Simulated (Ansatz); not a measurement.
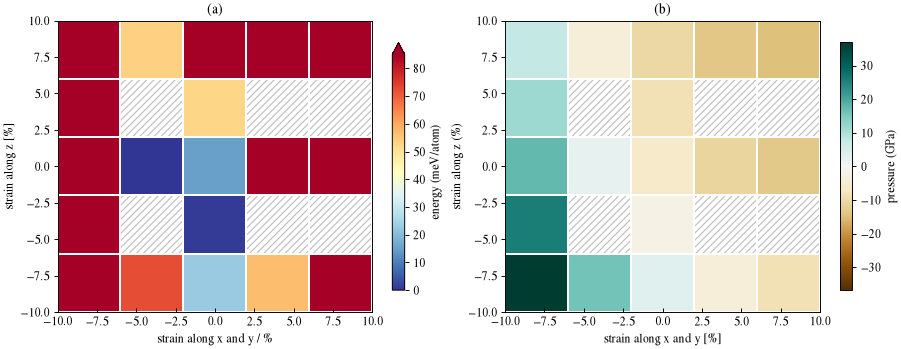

Ag (P6_3/mmc, No. 194; 2 atoms in the cell). 
- The cell is strained homogeneously, by one strain along x and y and another along z, with fractional coordinates fixed (x along [1 0 0], z along [0 0 1] of the conventional cell).
- Coordinates scanned: (1) strain along x and y; (2) strain along z.
- Grid: 5 × 5 points. At 6 points there is no value.
- Energies: meV/atom, counted from the lowest grid point.
- The reference cell is the one listed in the database, not relaxed at this level.
- All numbers below come from DFT PBEsol, scalar-relativistic, plane waves, PAW in Ansatz 0.2.0. Settings: cutoff 420 eV, k-mesh 18×18×10 in the order of the run's cell vectors, gaussian smearing 0.15 eV, no spin polarisation.

Panel (a) is the energy; panel (b) is the computed pressure, in GPa.

In the figure: one coloured cell a grid point, one colour for all values above the top of the scale, hatched blanks where no value was computed.

Question: How does the pressure vary over the map, and what is it at the lowest grid point?

Answer: It runs from −14.9 GPa at strain along x and y = 8 %, strain along z = 8 % to 36.9 GPa at strain along x and y = −8 %, strain along z = −8 %. At the lowest grid point, strain along x and y = −4 %, strain along z = 0 %, it is 2.4 GPa.

```
strain along z ↓, strain along x and y →    −8    −4      0      4      8
                                       8   7.5  −4.3  −10.6  −13.7  −14.9
                                       4  11.7     –   −8.9      –      –
                                       0  17.5   2.4   −6.3  −11.1  −13.4
                                      −4  25.7     –   −2.4      –      –
                                      −8  36.9  16.1    3.4   −4.3   −8.8
```
